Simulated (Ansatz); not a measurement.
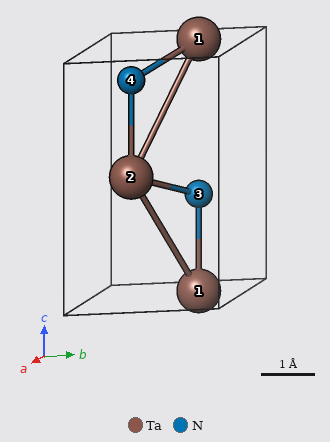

*The structure (ball-and-stick view of the cell of the calculation, seen slightly off an axis; atoms are numbered from 1 in the order of the input). An atom can appear more than once, as a periodic image.*

# Single-point calculation, with input and output: TaN

The run: single-point calculation of TaN (P6₃mc, 4 atoms in the cell). Method and program: DFT PBEsol, scalar-relativistic, plane waves, PAW, spin-polarised (Ansatz 0.2.0).

The structure derives from an entry of the Crystallography Open Database. Figures and captions count atoms from 1; the log counts them from 0 in places.

Log
```
Engine: ansatz 0.2.0, x86_64-unknown-linux-gnu
Pseudopotentials: kind: paw
Pseudopotential: Ta, paw, valence charge 13, recommended cutoff 420 eV (normal), Ta.paw.azcp
Pseudopotential: N, paw, valence charge 5, recommended cutoff 420 eV (normal), N.paw.azcp
Functional definition: PBEsol
  exchange = pbesol_x
  correlation = pbesol_c
Crystal: 4 atoms, lattice volume = 39.798 Å³
Basis set: ecut = 420 eV, 785 PW (Γ), exchange–correlation on 48×48×72 points (8 copies of the dense FFT grid, shifted against one another)
Bands: 23, of which v1, the nominal top of the filled ones, is band 18 counted from 1 (17 counted from 0)
Symmetry: 12 space group operations
Space group: P63mc (ITA 186), of the structure as read, at distance tolerance 3.4e-5 Å
Magnetic group: BNS 186.203 (UNI 1433), of the structure as read, at distance tolerance 3.4e-5 Å
k-points: 21 of 144 (time reversal used)
Non-local potential: Ta, projectors of the file, l = 0: 3, l = 1: 2, l = 2: 2, l = 3: 1
Non-local potential: N, projectors of the file, l = 0: 2, l = 1: 2, l = 2: 1
PAW form: soft (Blöchl's): semilocal exchange-correlation on the pseudo side does not see the compensation charge
PAW frozen core: Ta, regenerated for the run's functional, and the local potential with it (the file was generated under x = pbe(κ = 0.804, μ = 0.2195149727645171), c = pbe(β = 0.06672455060314922))
PAW frozen core: N, regenerated for the run's functional, and the local potential with it (the file was generated under x = pbe(κ = 0.804, μ = 0.2195149727645171), c = pbe(β = 0.06672455060314922))
PAW one-centre angular grid: Ta, 590 points (default); XC on 64 Gauss nodes
PAW one-centre angular grid: N, 110 points (default); XC on 64 Gauss nodes
Initial density: superposition of atomic densities (chi_scale 0.1, normalization cell, long waves kept (reshape's long-wave potential 0.00 eV rms))
Starting moments: Σ|m| = 2 μB on 2 of 4 sites
Initial wavefunctions: pseudopotential atomic-orbital guess
Functional: x = pbesol(κ = 0.804, μ = 0.12345679012345678), c = pbesol(β = 0.046)
SCF iter   1: F=—  HF=-20369.569736 eV  |F-HF|=—  |Δ(HF+E_count)|=         —  Δρ=7.08e-2 (↑6.57e-2 ↓7.08e-2)  dr2=4.73e0  dr2_m=6.30e-1  M=0.218 μB ∫|m|=0.292 μB  β_m=0.30  ethr=3.10e-3  ⟨swp⟩=5.4  Hψ=4424  notcnv=0
preconditioner: auto → Kerker (q_TF=auto, 2.683 Å⁻¹)  [metal: Δε(μ)=0.061 eV  Ē_g=11.627 eV  σ=0.100 eV  W_gap=0.34  n_scr=10 (ndim 8)  ℏωp=26.3 eV  f_vac=0.000  D(μ)=2.12/eV (n_scr^D=22)]
spin=Collinear: Kerker preconditioning applied to the charge; magnetization (m = ρ↑ − ρ↓) channel mixes plain (no charge-response kernel on spin).
SCF iter   2: F=—  HF=-20368.856229 eV  |F-HF|=—  |Δ(HF+E_count)|=   7.14e-1  Δρ=4.66e-2 (↑3.96e-2 ↓4.66e-2)  dr2=1.53e0  dr2_m=3.39e-1  M=0.118 μB ∫|m|=0.196 μB  β_m=0.30  ethr=3.10e-3  ⟨swp⟩=2.1  Hψ=1763  notcnv=0  defer=21
SCF iter   3: F=—  HF=-20368.594042 eV  |F-HF|=—  |Δ(HF+E_count)|=   2.62e-1  Δρ=2.95e-2 (↑2.06e-2 ↓2.95e-2)  dr2=1.87e-1  dr2_m=1.71e-1  M=0.113 μB ∫|m|=0.164 μB  β_m=0.30  ethr=3.10e-3  ⟨swp⟩=2.1  Hψ=1547  notcnv=0  defer=21
SCF iter   4: F=—  HF=-20368.571920 eV  |F-HF|=—  |Δ(HF+E_count)|=   2.21e-2  Δρ=1.61e-2 (↑1.57e-2 ↓1.61e-2)  dr2=4.87e-3  dr2_m=9.07e-2  M=0.074 μB ∫|m|=0.117 μB  β_m=0.30  ethr=5.20e-4  ⟨swp⟩=3.0  Hψ=2071  notcnv=0  defer=25
SCF iter   5: F=—  HF=-20368.588560 eV  |F-HF|=—  |Δ(HF+E_count)|=   1.66e-2  Δρ=1.17e-2 (↑1.17e-2 ↓1.12e-2)  dr2=2.05e-3  dr2_m=4.66e-2  M=0.064 μB ∫|m|=0.095 μB  β_m=0.30  ethr=1.35e-5  ⟨swp⟩=1.6  Hψ=1141  notcnv=0  defer=25
SCF iter   6: F=—  HF=-20368.599544 eV  |F-HF|=—  |Δ(HF+E_count)|=   1.10e-2  Δρ=8.13e-3 (↑8.10e-3 ↓8.13e-3)  dr2=3.41e-5  dr2_m=2.40e-2  M=0.055 μB ∫|m|=0.078 μB  β_m=0.30  ethr=5.71e-6  ⟨swp⟩=2.1  Hψ=1300  notcnv=0  defer=25
SCF iter   7: F=—  HF=-20368.604337 eV  |F-HF|=—  |Δ(HF+E_count)|=   4.79e-3  Δρ=5.89e-3 (↑5.85e-3 ↓5.89e-3)  dr2=2.26e-5  dr2_m=1.26e-2  M=0.045 μB ∫|m|=0.063 μB  β_m=0.30  ethr=9.46e-8  ⟨swp⟩=2.5  Hψ=1887  notcnv=0  defer=25
Mixer restart at iter 7: flushing history
spin-set hold released at iteration 7 (site moments contracting): the magnetisation degrees of freedom join the quasi-Newton model from the next iteration; the mixer history was flushed
SCF iter   8: F=—  HF=-20368.606929 eV  |F-HF|=—  |Δ(HF+E_count)|=   2.59e-3  Δρ=4.29e-3 (↑4.25e-3 ↓4.29e-3)  dr2=1.53e-5  dr2_m=6.65e-3  M=0.036 μB ∫|m|=0.050 μB  β_m=0.65  ethr=6.29e-8  ⟨swp⟩=3.0  Hψ=2077  notcnv=0  defer=25
SCF iter   9: F=—  HF=-20368.610164 eV  |F-HF|=—  |Δ(HF+E_count)|=   3.23e-3  Δρ=2.69e-4 (↑2.69e-4 ↓2.58e-4)  dr2=9.87e-7  dr2_m=2.51e-5  M=0.005 μB ∫|m|=0.008 μB  β_m=0.82  ethr=4.24e-8  ⟨swp⟩=3.0  Hψ=2102  notcnv=0  defer=25
SCF iter  10: F=—  HF=-20368.610174 eV  |F-HF|=—  |Δ(HF+E_count)|=   1.02e-5  Δρ=9.82e-5 (↑8.64e-5 ↓9.82e-5)  dr2=2.52e-7  dr2_m=3.07e-6  M=0.002 μB ∫|m|=0.003 μB  β_m=0.91  ethr=2.74e-9  ⟨swp⟩=3.0  Hψ=1924  notcnv=0  defer=25
SCF iter  11: F=—  HF=-20368.610179 eV  |F-HF|=—  |Δ(HF+E_count)|=   5.20e-6  Δρ=1.39e-5 (↑1.39e-5 ↓7.23e-6)  dr2=1.28e-7  dr2_m=1.10e-8  M=0.000 μB ∫|m|=0.000 μB  β_m=0.84  ethr=2.78e-10  ⟨swp⟩=9.4  Hψ=4945  notcnv=0
iter 12 did not close the SCF: its close was put off for a magnetic moment that had not settled (scf_convergence_deferred on its scf_iter line)
SCF iter  12: F=-20368.610179 eV  HF=-20368.610179 eV  |F-HF|=5.20e-10  |Δ(HF+E_count)|=   2.22e-8  Δρ=3.41e-6 (↑2.89e-6 ↓3.41e-6)  dr2=4.46e-9  dr2_m=2.47e-9  M=-0.000 μB ∫|m|=0.000 μB  β_m=0.92  ethr=2.78e-10  ⟨swp⟩=4.0  Hψ=2938  notcnv=0
SCF iter  13: F=-20368.610179 eV  HF=-20368.610179 eV  |F-HF|=5.46e-11  |Δ(HF+E_count)|=   2.56e-9  Δρ=5.64e-7 (↑5.64e-7 ↓4.72e-7)  dr2=3.14e-10  dr2_m=3.42e-11  M=0.000 μB ∫|m|=0.000 μB  ethr=1.24e-11  ⟨swp⟩=1.2  Hψ=2499  notcnv=0
WARN: the starting moments were not kept: the SCF closed with an absolute magnetisation of 6.4e-6 μB, where they sum to 2 μB in size (2 sites). That is at most 0.1 of that sum. Measured as dr2_m measures the in/out step, that magnetisation stands 3.8e-12 eV from none, at or under the dr2_threshold of 1.0e-7 eV: it is no larger than a step whose dr2_m would equal this threshold. The system may hold no moment; this SCF shows only that its start led to no more than that. To try another start: raise the starting moments (crystal.atoms[].spin, magnetization.per_species, magnetization.initial_magnetization, or on a non-collinear deck that types none of these the spinor_matrix: blocks that start its atoms; where the total moment is fixed, keep their sum and leave initial_magnetization as it is; typed ones take the place of any that the run laid by itself, positive ones on a crystal's lanthanoids without a Hubbard term where scf.initial_density.shell_occupations: [] is typed) or, if the notice of its spin-set hold's release reads "site moments contracting" or "site moments show no strong build", lengthen the hold (scf.mixing.spin_hold: { on: { confirm: 4 } }; for m-r²SCAN on two components see the key's manual first). Each may lead to a state that holds a moment. A second SCF, from the converged charge density, with the starting moments and any scf.initial_density.shell_occupations laid on it anew, would have followed, and was not run: the deck does not ask for one (magnetization.retry_lost_moments is false, the default). To let it run, set magnetization.retry_lost_moments: true and run the deck again, where that key's refused combinations let it; where memory then withholds it, that run's warning says so.
SCF 1 converged in 13 iterations: F = -20368.610179 eV  dr2 = 3.14e-10
  greatest PAW one-centre occupation: 1.000 electrons in one spin orbital (limit 2), on the Ta atom at site 1 (counted from 0), in its partial waves of l = 0
```

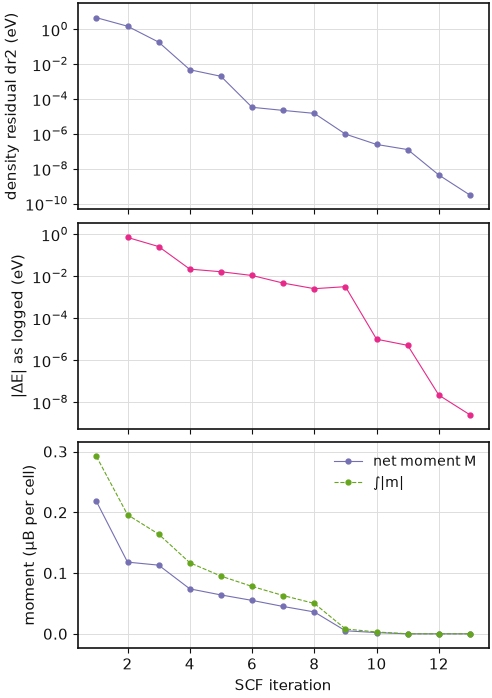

*Convergence of the self-consistent field: density residual dr2, size of the energy change and magnetic moment against the SCF iteration.*

The residual falls at every step. The net moment goes from 0.2 to 0.0 μB per cell, and ∫|m| falls to zero.

```
SCF converged after 13 iterations
Magnetization: 0.0000 μB (18.0000 up, 18.0000 down)
Absolute magnetization: 0.0000 μB (∫|ρ↑−ρ↓|, with the PAW one-centre terms)
Spin contamination: 0.0000 ħ² per cell (⟨S²⟩ above its minimum at these occupations)
Per-site moments (μB) at R_I (Å): [(-2.2155679043471826e-7, 0.7632446335441402), (-2.2155679040931288e-7, 0.7632446335441402), (1.8590697298215564e-7, 0.7632446335441402), (1.8590697307509813e-7, 0.7632446335441402)]
Free energy (F): -20368.610179 eV
Harris-Foulkes:  -20368.610179 eV  (|F-HF|=5.46e-11)
Internal energy: -20368.602657 eV  (E = F + TS)
E sigma→0 (E₀):  -20368.606418 eV
Entropy (-TS):   -0.007523 eV (-1.881 meV/atom)
Fermi energy:    22.436009 eV
--- Per-component energies (eV) ---
  E_band       = -52.217914
  E_kinetic    = 1042.308398
  E_local      = -1349.363919  (includes V_loc(G=0)·N_el)
  E_nonlocal   = 139.824098
  E_hartree    = 485.568197
  E_xc         = -565.279453
  E_vxc        = -575.448619  (∫ρ·V_xc dr)
  E_paw        = -16799.830110  (= ΣΔE_a)
  E_vpaw       = -280.674628  (= ΣTr[D̂ρ^β])
  E_aug_tail   = 0.000585  (compensation charges beyond the density's cutoff)
  E_ewald      = -3322.313943
  E_core_change = 0.483491  (= ΣΔE_core)
  E_smearing   = -0.007523  (= −TS)
  E_closure    = 0.000000  (closes the sum)
  Σ components = -20368.610179   (vs F -20368.610179, Δ=0.00e0)
--- Forces (eV/Å), atoms counted from 1 ---
  atom   1  Ta    -0.00000000    -0.00000000     2.22875457
  atom   2  Ta     0.00000000     0.00000000     2.22875457
  atom   3  N     -0.00000000    -0.00000000    -2.22874694
  atom   4  N      0.00000000     0.00000000    -2.22874694
  max |Σ_I F_I| component: 1.53e-5 eV/Å
--- Stress (GPa, compression-positive) ---
      135.204789      -0.000000      -0.000000
       -0.000000     135.204789       0.000000
        0.000000       0.000000     109.520612
  P = ⅓ Tr σ = 126.6434 GPa (1266.434 kbar)
--- Band table (eV; the first three rows and the last of 42) ---
  k-point 0 ↑: bands = ["-45.7188", "-45.6219", "-13.5231", "-12.4066", "-12.4066", "-12.2136", "-12.2136", "-12.1550", "3.3406", "4.9525", "13.7164", "13.7164", "14.0487", "14.6804", "14.6804", "14.9908", "21.6839", "21.6839", "22.1882", "24.6682", "25.1905", "25.1905", "27.0409"]
  k-point 1 ↑: bands = ["-45.7047", "-45.6362", "-13.3418", "-12.3787", "-12.3787", "-12.3777", "-12.2422", "-12.2422", "3.7070", "4.8612", "13.6736", "13.8095", "13.8095", "14.2627", "14.4847", "14.4847", "22.2642", "22.2642", "22.9817", "25.0110", "25.0110", "25.1389", "27.7786"]
  k-point 2 ↑: bands = ["-45.6705", "-45.6705", "-12.8802", "-12.8802", "-12.3108", "-12.3108", "-12.3108", "-12.3108", "4.4274", "4.4274", "13.4706", "13.4706", "14.0975", "14.0975", "14.0975", "14.0975", "23.7229", "23.7229", "23.7229", "23.7229", "24.3855", "24.3855", "29.2055"]
  k-point 20 ↓: bands = ["-45.6008", "-45.6008", "-13.4468", "-13.4468", "-12.9192", "-12.9192", "-12.4366", "-12.4366", "6.0110", "6.0110", "13.7434", "13.7434", "14.8807", "14.8807", "16.4066", "16.4066", "20.5242", "20.5242", "24.5019", "24.5019", "25.5260", "25.5260", "26.9719"]
--- Löwdin populations: 4 sites ---
  site symbol       q [e]    m [muB]
     0     Ta     12.4037    -0.0000
     1     Ta     12.4037    -0.0000
     2      N      5.4905     0.0000
     3      N      5.4905     0.0000
  spilling = 0.005880 (of n_electrons = 36.000000)
```

File populations.tsv
```
# site	symbol	l	j	q_up	q_dn
# orbitals = lowdin
# n_electrons = 36.000000
# spilling = 0.005880
0	Ta	0_5S	-	0.965579	0.965579
0	Ta	0_6S	-	0.239985	0.239985
0	Ta	1_5P	-	2.973952	2.973952
0	Ta	2_5D	-	2.022328	2.022328
1	Ta	0_5S	-	0.965579	0.965579
1	Ta	0_6S	-	0.239985	0.239985
1	Ta	1_5P	-	2.973952	2.973952
1	Ta	2_5D	-	2.022328	2.022328
2	N	0_2S	-	0.683080	0.683079
2	N	1_2P	-	2.062161	2.062161
3	N	0_2S	-	0.683080	0.683079
3	N	1_2P	-	2.062161	2.062161
```

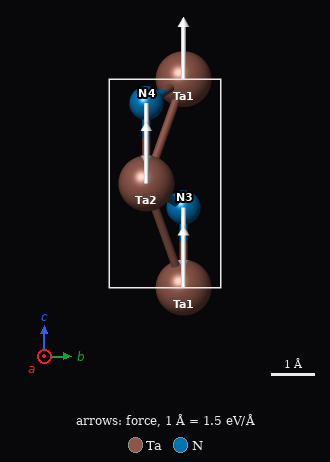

*Forces on the atoms as white arrows (ball-and-stick view of the cell of the calculation, along the a axis; atoms are numbered from 1 in the order of the input).*

The largest act on Ta1, Ta2 (2.23 eV/Å); N3, N4 (2.23 eV/Å). The geometry is not a stationary point of this energy.

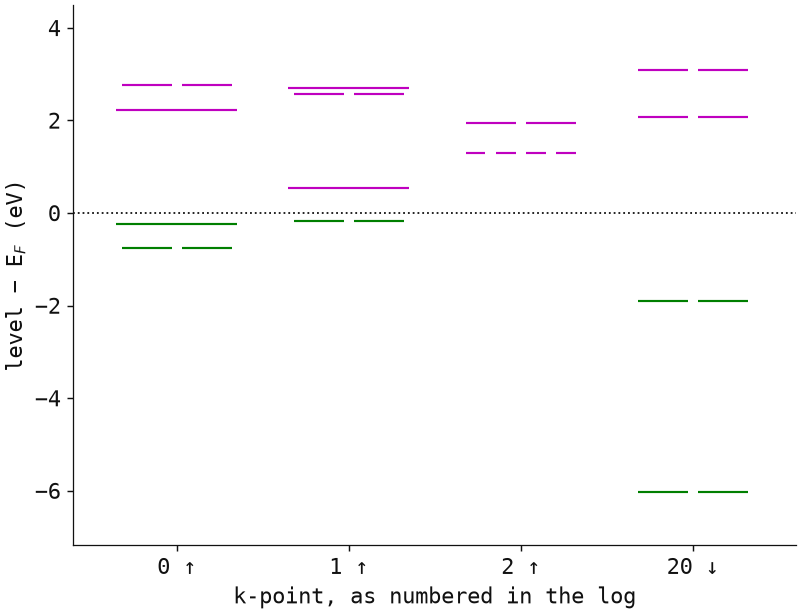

*Kohn–Sham levels near the Fermi level (dotted) at the few k-points that the log prints; levels within 0.02 eV of each other stand side by side.*

The system is metallic on the full mesh.

This output came from the following input.

The input
```yaml
crystal:
  lattice:
    - [3.0500010905, 0.0, 0.0]
    - [-1.5250005453, 2.641378426, 0.0]
    - [0.0, 0.0, 4.94]
  atoms:
    - { symbol: Ta, position: [0.3333333333, 0.6666666667, 0.0], spin: 1.0 }
    - { symbol: Ta, position: [0.6666666667, 0.3333333333, 0.5], spin: 1.0 }
    - { symbol: "N", position: [0.3333333333, 0.6666666667, 0.385] }
    - { symbol: "N", position: [0.6666666667, 0.3333333333, 0.885] }
basis:
  ecutwfc: 420
kpoints:
  mp_grid: { grid: [6, 6, 4] }
hamiltonian:
  xc: pbesol
scf:
  occupations: { method: gaussian, width: 0.1 }
  lower_state_search: "off"
output:
  forces: true
  stress: true
  eigenvalues: true
  populations: true
magnetization:
  spin_polarized: true
```

Run as:
```bash
ansatz run input.yaml --threads 4 --pin off --max-ram 10240MiB --backend cpu --events-out ev --progress --plain --runs-dir out
```

Results in brief

```csv
quantity,value
outcome,converged
space group (tolerance 0.01 Å),P6₃mc (186)
electrons treated,36
free energy,−20368.6102 eV
Fermi energy,22.436 eV
gap on the k-point mesh,none (metallic)
net moment of the cell,0.00 μB
integrated absolute moment,0.00 μB
pressure,126.64 GPa
largest force (length of the vector),2.229 eV/Å
hardware,"4 threads of AMD EPYC (Zen 3), 32 GiB of memory available, shared host"
wall time,1.6 s (CPU time 5.4 s)
peak memory,0.41 GiB
```

Notes

Warnings of the run: some starting moments were not kept. Spin–orbit coupling is left out, which matters for Ta. The cell is under a pressure of 127 GPa at this level, so it is not at its equilibrium volume.
